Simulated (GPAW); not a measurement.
**How the functional moves the magnetism of zigzag Co chain, bond 2.185 A**

Two starts of zigzag Co chain, bond 2.185 A are run at each set of the functional. What moves?

Program: GPAW 26.7.0. Level of theory: several functionals; plane waves with GPAW's PAW setups, scalar-relativistic. Results are calculated unless marked as measured.

## 1. Starting point

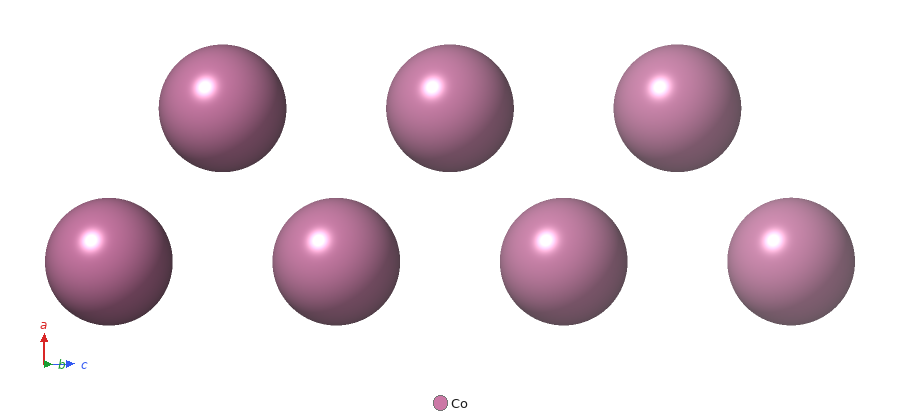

The starting structure, seen from the side, with the c axis across the page (cobalt pink). 1×1×3 cells are drawn. Some periodic images of atoms are drawn too.

The cell holds 2 atoms: 2 Co. Its edges and angles: a = 12.000 Å, b = 12.000 Å, c = 2.622 Å, α = 90.0°, β = 90.0°, γ = 90.0°. model lattice. Vacuum lies along a and b. The structure's axis is c.

## 2. Set 1 (LDA), start ferro ++

Each set takes another functional on the same cell and mesh.

Input file order1.py:

```python
import json
import numpy as np
from ase import Atoms
from ase.parallel import paropen, parprint
from gpaw import GPAW

atoms = Atoms(['Co', 'Co'],
    cell=[[12.0, 0.0, 0.0],
         [0.0, 12.0, 0.0],
         [0.0, 0.0, 2.622]],
    scaled_positions=[[0.42716667, 0.5, 0.0],
         [0.57283333, 0.5, 0.5]],
    pbc=True,
    magmoms=[2.0, 2.0])
atoms.calc = GPAW(mode={'name': 'pw', 'ecut': 600},
    xc='LDA',
    kpts={'size': (1, 1, 10), 'gamma': True},
    occupations={'name': 'fermi-dirac', 'width': 0.1},
    convergence={'density': 1e-05, 'energy': 1e-05},
    maxiter=200,
    symmetry={'tolerance': 1e-4},
    txt='order1.txt')
e = atoms.get_potential_energy(force_consistent=True)
res = {'free_energy': e, 'energy_sigma0': atoms.get_potential_energy(), 'fermi_energy': atoms.calc.get_fermi_level()}
res['moments'] = atoms.get_magnetic_moments().tolist()
res['total'] = atoms.get_magnetic_moment()
parprint('site moments (muB):', np.round(res['moments'], 3))
parprint(f"total moment: {res['total']:.3f} muB")
parprint(f'free energy: {e:.6f} eV')
atoms.calc.write('order1.gpw')
with paropen('results.json', 'w') as f:
    json.dump(res, f)
```

Launch:

```
OMP_NUM_THREADS=1 python3 order1.py > order1.log
```

Log:

```text
site moments (muB): [1.978 1.978]
total moment: 4.368 muB
free energy: -12.836206 eV

--- order1.txt ---
Input parameters:
  mode=PW(ecut=600),
  convergence={'density': 1e-05, 'energy': 1e-05},
  kpts=MonkhorstPack(size=(1, 1, 10), gamma=True),
  maxiter=200,
  occupations=Occupations(name='fermi-dirac', width=0.1),
  symmetry=Symmetry(tolerance=0.0001),
  xc=XC(name='LDA')

Diagonalizing LCAO Hamiltonian
Converting LCAO to pw mode
        .----------------------------.
       /|                            |
      / |                            |
     /  .----------------------------.
    /  /                            /
   /  /              Co            /
  /  /                            /
 *  /            Co              /
 | /                            /
 |/                            /
 *----------------------------*

Atoms  # Å, Bohr magnetons
|   | symbol |        x |        y |        z |    initial magnetic moments |
|---|--------|----------|----------|----------|-----------------------------|
| 0 |     Co | 5.126000 | 6.000000 | 0.000000 | ( 0.0000,  0.0000,  2.0000) |
| 1 |     Co | 6.874000 | 6.000000 | 1.311000 | ( 0.0000,  0.0000,  2.0000) |

Unit cell  # Å
| periodic |         x |         y |        z |   lengths |    angles |
|----------|-----------|-----------|----------|-----------|-----------|
|      yes | 12.000000 |  0.000000 | 0.000000 | 12.000000 | 90.000000 |
|      yes |  0.000000 | 12.000000 | 0.000000 | 12.000000 | 90.000000 |
|      yes |  0.000000 |  0.000000 | 2.622000 |  2.622000 | 90.000000 |

Number of symmetries: 4

BZ-sampling:
  Number of BZ points: 10
  Number of IBZ points: 6

  Monkhorst-Pack size: [1, 1, 10]
  Monkhorst-Pack shift: [0.0, 0.0, 0.05]

Plane wave coefficients: 12610
Cutoff: 600.0 eV

Spin-components: 2 (collinear spins)
Bands:           18
Projectors:      12
Spin-degeneracy: 1
Datatype:        complex128

Parallelization:
  kpt:    1
  domain: 1
  band:   1

Density:
  Valence electrons: 18.0
  Components: 2
  Grid points: [70 70 15]
  Charge: 0.0  # |e|

Potential:
  Grid points: [70 70 15]

[... setups left out ...]
Reference energy: -75676.533408  # eV

eigensolver:
  PPCG
  Converge bands: occupied
  niter=2

density mixing:
  MSR1-Mixer
  Pratt-step length: 0.05
  Maximum mixing coefficient: 0.75
  Old densities: 10
  SVD Regularization: 0.005
  Good broyden scale: 1.0
  Trust region scale: 1.0
  Backstep threshold: 4.0
  History deletion threshold: 6.0
  Fourier metric: weight=20.0, sigma=0.015

occupation numbers:
  Fermi-Dirac:
    width: 0.1000  # eV

poisson solver:
  ecut: 4800.0  # eV

xc functional:
  name: None

convergence criteria:
- Maximum integral of absolute [dens]ity change: 1e-05 electrons / valence electron
- Maximum [total energy] change in last 3 cyles: 1e-05 eV / valence electron
- Maximum integral of absolute [eigenst]ate change: 4e-08 eV^2 / valence electron
maximum number of iterations: 200

SCF iterations
|iter     |      energy | eigst |  dens |  magmom |
|---------|-------------|-------|-------|---------|
|iter:   1|       0s |  -15.132058 | +0.54 |       |  +4.0056|
|iter:   2|       2s |  -14.308188 | -0.86 | -0.70 |  +3.9756|
|iter:   3|       5s |  -12.794511 | -0.03 | -0.77 |  +3.8207|
|iter:   4|       8s |  -12.707273 | -0.96 | -1.03 |  +3.9527|
|iter:   5|      10s |  -12.749453 | -1.29 | -1.29 |  +4.0650|
|iter:   6|      13s |  -12.744660 | -1.96 | -1.17 |  +4.0887|
|iter:   7|      15s |  -12.730327 | -1.63 | -1.20 |  +4.2107|
|iter:   8|      18s |  -12.725512 | -2.21 | -1.65 |  +4.3092|
|iter:   9|      20s |  -12.726091 | -3.73 | -2.22 |  +4.3336|
|iter:  10|      23s |  -12.726523 | -4.21 | -2.50 |  +4.3590|
|iter:  11|      25s |  -12.726534 | -5.02 | -2.61 |  +4.3641|
|iter:  12|      28s |  -12.726568c| -5.70 | -3.38 |  +4.3663|
|iter:  13|      30s |  -12.726568c| -6.45 | -3.70 |  +4.3673|
|iter:  14|      33s |  -12.726576c| -6.98 | -4.13 |  +4.3680|
|iter:  15|      34s |  -12.726578c| -7.60c| -4.73 |  +4.3681|
|iter:  16|      36s |  -12.726578c| -7.71c| -5.10c|  +4.3681|

Converged in 16 steps
Energy contributions relative to reference atoms: (reference = -75676.533408)

Energy contributions:
  Kinetic:          26.277236
  Coulomb:         -21.530537
  Zero:             -0.188508
  External:          0.000000
  Xc:              -17.175140
  Entropy:          -0.219256
  Spinorbit:         0.000000
  ----------------------------
  Free energy:     -12.836206
  Extrapolated:    -12.726578

dipole moment: (-0.000012, -0.000010, -7.052722)  # |e|*Ang

Total magnetic moment: (0.000000, 0.000000, 4.368127)

Local magnetic moments
|        x |        y |        z |
|----------|----------|----------|
| 0.000000 | 0.000000 | 1.978123 |  # Co   0
| 0.000000 | 0.000000 | 1.978121 |  # Co   1

Fermi level: -3.504
Eigenvalues  # (at kpt = [0.000, 0.000, 0.000])
| band index |      eig [eV] | occ [0-1] |      eig [eV] | occ [0-1] |
|------------|---------------|-----------|---------------|-----------|
|          0 |        -8.613 |     1.000 |        -8.029 |     1.000 |
|        ... |               |           |               |           |
|          2 |        -6.742 |     1.000 |        -5.074 |     1.000 |
|          3 |        -6.497 |     1.000 |        -4.761 |     1.000 |
|          4 |        -6.173 |     1.000 |        -4.651 |     1.000 |
|          5 |        -5.469 |     1.000 |        -3.519 |     0.538 |
|          6 |        -5.413 |     1.000 |        -3.511 |     0.517 |
|          7 |        -5.395 |     1.000 |        -3.457 |     0.384 |
|          8 |        -5.317 |     1.000 |        -3.440 |     0.345 |
|          9 |        -4.887 |     1.000 |        -3.337 |     0.158 |
|         10 |        -4.201 |     0.999 |        -2.847 |     0.001 |
|         11 |        -4.118 |     0.998 |        -2.138 |     0.000 |
|         12 |        -2.485 |     0.000 |        -2.134 |     0.000 |
|         13 |        -1.227 |     0.000 |        -0.803 |     0.000 |
|         14 |         0.530 |     0.000 |         0.821 |     0.000 |
|         15 |         0.743 |     0.000 |         0.887 |     0.000 |
|         16 |         1.417 |     0.000 |         1.492 |     0.000 |
|         17 |         1.597 |     0.000 |         1.662 |     0.000 |

No gap
No difference between direct/indirect transitions
```

Wall time 41 s (1 MPI rank of Intel Xeon Platinum 8488C (Sapphire Rapids), shared host); peak memory 0.36 GiB.

Spin moment in the augmentation sphere by atom:

```
atom  spin moment in the augmentation sphere (μB)
 Co1                                         1.98
 Co2                                         1.98
```

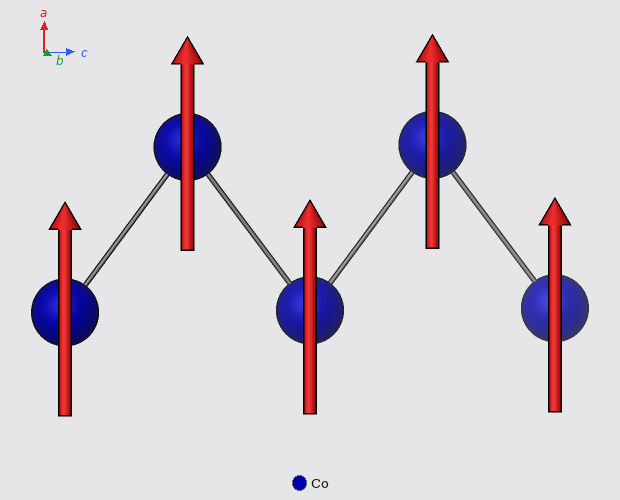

Spin moment in the augmentation sphere as arrows, the longest 1.98 μB. Up and down stand for the sign. Arrows give size and sign along the axis of quantisation, drawn up and down the page. 1×1×2 cells are drawn. Some periodic images of atoms are drawn too.

Read from the output:

| Item | Value |
| --- | --- |
| magnetization | 4.368 μB |
| final state | ferromagnetic |

After 16 cycles the largest moment stands at 1.98 μB.

## 3. Set 1 (LDA), start antiferro +-

The second start gives the energy difference between the two end states, the quantity that is followed from set to set.

order2.py is the script of step 2 with these lines changed:

```diff
@@ -13,3 +13,3 @@
     pbc=True,
-    magmoms=[2.0, 2.0])
+    magmoms=[2.0, -2.0])
 atoms.calc = GPAW(mode={'name': 'pw', 'ecut': 600},
@@ -21,3 +21,3 @@
     symmetry={'tolerance': 1e-4},
-    txt='order1.txt')
+    txt='order2.txt')
 e = atoms.get_potential_energy(force_consistent=True)
@@ -29,3 +29,3 @@
 parprint(f'free energy: {e:.6f} eV')
-atoms.calc.write('order1.gpw')
+atoms.calc.write('order2.gpw')
 with paropen('results.json', 'w') as f:
```

Launch:

```
OMP_NUM_THREADS=1 python3 order2.py > order2.log
```

Log:

```text
site moments (muB): [ 1.256 -1.256]
total moment: 0.000 muB
free energy: -12.084439 eV

--- order2.txt ---
Input parameters:
  mode=PW(ecut=600),
  convergence={'density': 1e-05, 'energy': 1e-05},
  kpts=MonkhorstPack(size=(1, 1, 10), gamma=True),
  maxiter=200,
  occupations=Occupations(name='fermi-dirac', width=0.1),
  symmetry=Symmetry(tolerance=0.0001),
  xc=XC(name='LDA')

Diagonalizing LCAO Hamiltonian
Converting LCAO to pw mode
        .----------------------------.
       /|                            |
      / |                            |
     /  .----------------------------.
    /  /                            /
   /  /              Co            /
  /  /                            /
 *  /            Co              /
 | /                            /
 |/                            /
 *----------------------------*

Atoms  # Å, Bohr magnetons
|   | symbol |        x |        y |        z |    initial magnetic moments |
|---|--------|----------|----------|----------|-----------------------------|
| 0 |     Co | 5.126000 | 6.000000 | 0.000000 | ( 0.0000,  0.0000,  2.0000) |
| 1 |     Co | 6.874000 | 6.000000 | 1.311000 | ( 0.0000,  0.0000, -2.0000) |

Number of symmetries: 4

BZ-sampling:
  Number of BZ points: 10
  Number of IBZ points: 6

  Monkhorst-Pack size: [1, 1, 10]
  Monkhorst-Pack shift: [0.0, 0.0, 0.05]

Plane wave coefficients: 12610
Cutoff: 600.0 eV

Spin-components: 2 (collinear spins)
Bands:           15
Projectors:      12
Spin-degeneracy: 1
Datatype:        complex128

Parallelization:
  kpt:    1
  domain: 1
  band:   1

Density:
  Valence electrons: 18.0
  Components: 2
[...]
|iter: 182|     348s |  -11.905949c| -7.11 | -3.96 |  +0.0031|
|iter: 183|     350s |  -11.905961c| -6.03 | -4.17 |  +0.0053|
|iter: 184|     352s |  -11.905949c| -5.89 | -2.87 |  +0.0016|
|iter: 185|     354s |  -11.905949c| -6.88 | -4.41 |  -0.0002|
|iter: 186|     356s |  -11.905949c| -7.62c| -5.50c|  +0.0004|

Converged in 186 steps
Energy contributions relative to reference atoms: (reference = -75676.533408)

Energy contributions:
  Kinetic:          25.028684
  Coulomb:         -20.243484
  Zero:             -0.192923
  External:          0.000000
  Xc:              -16.319737
  Entropy:          -0.356979
  Spinorbit:         0.000000
  ----------------------------
  Free energy:     -12.084439
  Extrapolated:    -11.905949

dipole moment: (-0.000014, -0.000010, -7.042862)  # |e|*Ang

Total magnetic moment: (0.000000, 0.000000, 0.000362)

Local magnetic moments
|        x |        y |         z |
|----------|----------|-----------|
| 0.000000 | 0.000000 |  1.255939 |  # Co   0
| 0.000000 | 0.000000 | -1.255606 |  # Co   1

Fermi level: -3.624
Eigenvalues  # (at kpt = [0.000, 0.000, 0.000])
| band index |      eig [eV] | occ [0-1] |      eig [eV] | occ [0-1] |
|------------|---------------|-----------|---------------|-----------|
|          0 |        -8.206 |     1.000 |        -8.206 |     1.000 |
|          1 |        -7.116 |     1.000 |        -7.116 |     1.000 |
|          2 |        -5.802 |     1.000 |        -5.802 |     1.000 |
|          3 |        -5.649 |     1.000 |        -5.649 |     1.000 |
|          4 |        -5.424 |     1.000 |        -5.424 |     1.000 |
[...]
|         11 |        -2.908 |     0.001 |        -2.908 |     0.001 |
|         12 |        -2.210 |     0.000 |        -2.210 |     0.000 |
|         13 |        -0.957 |     0.000 |        -0.957 |     0.000 |
|         14 |         0.775 |     0.000 |         0.775 |     0.000 |

No gap
No difference between direct/indirect transitions
```

The job ended after 6 min (1 MPI rank; peak memory 0.37 GiB).

Spin moment in the augmentation sphere by atom:

```
atom  spin moment in the augmentation sphere (μB)
 Co1                                         1.26
 Co2                                        -1.26
```

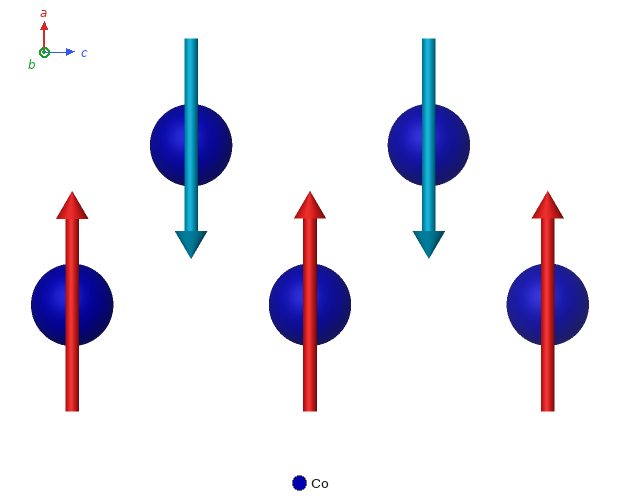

Spin moment in the augmentation sphere as arrows, the longest 1.26 μB. Up and down stand for the sign. Arrows give size and sign along the axis of quantisation, drawn up and down the page. The two directions have two colours. 1×1×2 cells are drawn. Some periodic images of atoms are drawn too.

Numbers from this step:

```
magnetization : 0 μB
final state   : antiferromagnetic
```

This start lies +375.9 meV a seeded atom from the first; its largest moment is 1.26 μB.

## 4. Set 2 (PBE), start ferro ++

order1.py is the script of step 2 with these lines changed:

```diff
@@ -15,3 +15,3 @@
 atoms.calc = GPAW(mode={'name': 'pw', 'ecut': 600},
-    xc='LDA',
+    xc='PBE',
     kpts={'size': (1, 1, 10), 'gamma': True},
```

Launch:

```
OMP_NUM_THREADS=1 python3 order1.py > order1.log
```

Log:

```text
site moments (muB): [2.027 2.027]
total moment: 4.467 muB
free energy: -11.747366 eV

--- order1.txt ---
Input parameters:
  mode=PW(ecut=600),
  convergence={'density': 1e-05, 'energy': 1e-05},
  kpts=MonkhorstPack(size=(1, 1, 10), gamma=True),
  maxiter=200,
  occupations=Occupations(name='fermi-dirac', width=0.1),
  symmetry=Symmetry(tolerance=0.0001),
  xc=XC(name='PBE')

Diagonalizing LCAO Hamiltonian
[...]
|          3 |        -6.269 |     1.000 |        -4.508 |     1.000 |
|          4 |        -5.863 |     1.000 |        -4.408 |     1.000 |
[...]
|         14 |         0.646 |     0.000 |         0.841 |     0.000 |
|         15 |         0.733 |     0.000 |         1.114 |     0.000 |
|         16 |         1.379 |     0.000 |         1.549 |     0.000 |
|         17 |         1.524 |     0.000 |         1.715 |     0.000 |

No gap
No difference between direct/indirect transitions


[key lines of the parts left out:]
Free energy:     -11.747366
Converged in 21 steps
dipole moment: (-0.000010, -0.000010, -7.015555)  # |e|*Ang
Fermi level: -3.187
```

It took 57 s on 1 MPI rank; peak memory 0.38 GiB.

Numbers from this step:

- magnetization: 4.467 μB
- final state: ferromagnetic
- largest moment: 2.027 μB

The largest moment moves by +0.05 μB from set 1, at 1.4 times its CPU time.

## 5. Set 2 (PBE), start antiferro +-

order2.py is the script of step 3 with these lines changed:

```diff
@@ -15,3 +15,3 @@
 atoms.calc = GPAW(mode={'name': 'pw', 'ecut': 600},
-    xc='LDA',
+    xc='PBE',
     kpts={'size': (1, 1, 10), 'gamma': True},
```

Launch:

```
OMP_NUM_THREADS=1 python3 order2.py > order2.log
```

Log:

```text
site moments (muB): [ 1.525 -1.525]
total moment: 0.000 muB
free energy: -10.974740 eV

--- order2.txt ---
Input parameters:
  mode=PW(ecut=600),
  convergence={'density': 1e-05, 'energy': 1e-05},
  kpts=MonkhorstPack(size=(1, 1, 10), gamma=True),
  maxiter=200,
  occupations=Occupations(name='fermi-dirac', width=0.1),
  symmetry=Symmetry(tolerance=0.0001),
  xc=XC(name='PBE')

Diagonalizing LCAO Hamiltonian
[...]
|          3 |        -5.489 |     1.000 |        -5.489 |     1.000 |
|          4 |        -5.322 |     1.000 |        -5.322 |     1.000 |
[...]
|         11 |        -2.440 |     0.001 |        -2.440 |     0.001 |
|         12 |        -2.034 |     0.000 |        -2.034 |     0.000 |
|         13 |        -0.719 |     0.000 |        -0.719 |     0.000 |
|         14 |         0.900 |     0.000 |         0.900 |     0.000 |

No gap
No difference between direct/indirect transitions


[key lines of the parts left out:]
Free energy:     -10.974740
Converged in 30 steps
dipole moment: (-0.000019, -0.000010, -7.003310)  # |e|*Ang
Fermi level: -3.178
```

It took 67 s on 1 MPI rank; peak memory 0.37 GiB.

Numbers from this step:

```yaml
magnetization: 0 μB
final_state: antiferromagnetic
largest_moment: 1.525 μB
```

This start lies +386.3 meV a seeded atom from the first, a change of +10.4 meV since set 1; its largest moment is 1.52 μB.

## 6. Set 3 (revPBE), start ferro ++

order1.py is the script of step 4 with these lines changed:

```diff
@@ -15,3 +15,3 @@
 atoms.calc = GPAW(mode={'name': 'pw', 'ecut': 600},
-    xc='PBE',
+    xc='revPBE',
     kpts={'size': (1, 1, 10), 'gamma': True},
```

Launch:

```
OMP_NUM_THREADS=1 python3 order1.py > order1.log
```

Log:

```text
site moments (muB): [2.038 2.038]
total moment: 4.499 muB
free energy: -11.338475 eV

--- order1.txt ---
Input parameters:
  mode=PW(ecut=600),
  convergence={'density': 1e-05, 'energy': 1e-05},
  kpts=MonkhorstPack(size=(1, 1, 10), gamma=True),
  maxiter=200,
  occupations=Occupations(name='fermi-dirac', width=0.1),
  symmetry=Symmetry(tolerance=0.0001),
  xc=XC(name='revPBE')

Diagonalizing LCAO Hamiltonian
[...]
|          3 |        -6.190 |     1.000 |        -4.414 |     1.000 |
|          4 |        -5.745 |     1.000 |        -4.316 |     1.000 |
[...]
|         14 |         0.669 |     0.000 |         0.797 |     0.000 |
|         15 |         0.710 |     0.000 |         1.164 |     0.000 |
|         16 |         1.308 |     0.000 |         1.503 |     0.000 |
|         17 |         1.445 |     0.000 |         1.640 |     0.000 |

No gap
No difference between direct/indirect transitions


[key lines of the parts left out:]
Free energy:     -11.338475
Converged in 22 steps
dipole moment: (-0.000003, -0.000010, -7.003903)  # |e|*Ang
Fermi level: -3.077
```

The job ended after 69 s (1 MPI rank; peak memory 0.38 GiB).

Read from the output:

* magnetization: 4.499 μB
* final state: ferromagnetic
* largest moment: 2.038 μB

The largest moment moves by +0.01 μB from set 2, at 1.2 times its CPU time.

## 7. Set 3 (revPBE), start antiferro +-

order2.py is the script of step 5 with these lines changed:

```diff
@@ -15,3 +15,3 @@
 atoms.calc = GPAW(mode={'name': 'pw', 'ecut': 600},
-    xc='PBE',
+    xc='revPBE',
     kpts={'size': (1, 1, 10), 'gamma': True},
```

Launch:

```
OMP_NUM_THREADS=1 python3 order2.py > order2.log
```

Log:

```text
site moments (muB): [ 1.553 -1.553]
total moment: -0.000 muB
free energy: -10.593881 eV

--- order2.txt ---
Input parameters:
  mode=PW(ecut=600),
  convergence={'density': 1e-05, 'energy': 1e-05},
  kpts=MonkhorstPack(size=(1, 1, 10), gamma=True),
  maxiter=200,
  occupations=Occupations(name='fermi-dirac', width=0.1),
  symmetry=Symmetry(tolerance=0.0001),
  xc=XC(name='revPBE')

Diagonalizing LCAO Hamiltonian
[...]
|          3 |        -5.358 |     1.000 |        -5.358 |     1.000 |
|          4 |        -5.175 |     1.000 |        -5.175 |     1.000 |
[...]
|         11 |        -2.267 |     0.001 |        -2.267 |     0.001 |
|         12 |        -1.894 |     0.000 |        -1.894 |     0.000 |
|         13 |        -0.624 |     0.000 |        -0.624 |     0.000 |
|         14 |         0.970 |     0.000 |         0.970 |     0.000 |

No gap
No difference between direct/indirect transitions


[key lines of the parts left out:]
Free energy:     -10.593881
Converged in 29 steps
dipole moment: (-0.000006, -0.000010, -6.990004)  # |e|*Ang
Fermi level: -3.002
```

Wall time 64 s (1 MPI rank); peak memory 0.37 GiB.

Read from the output:

| Item | Value |
| --- | --- |
| magnetization | 0 μB |
| final state | antiferromagnetic |
| largest moment | 1.553 μB |

This start lies +372.3 meV a seeded atom from the first, a change of -14.0 meV since set 2; its largest moment is 1.55 μB.

[end of part 1 of 2]

[Logs and program files are shortened in this print: banners, set-up blocks, solver, clock and traceback lines can be left out without a mark of their own.]

[Logs are printed without paths, hosts, clocks, repeated set-up lines and the standing remarks that a program may print on its own settings, such as how far it seeks lower states.]

[Hosts, paths, dates, database ids (printed as entryN), source tags and the programs' standing remarks are cut or masked in the printed files.]

[Where a cell is said to come from a database of computed structures, the database is the Materials Project.]
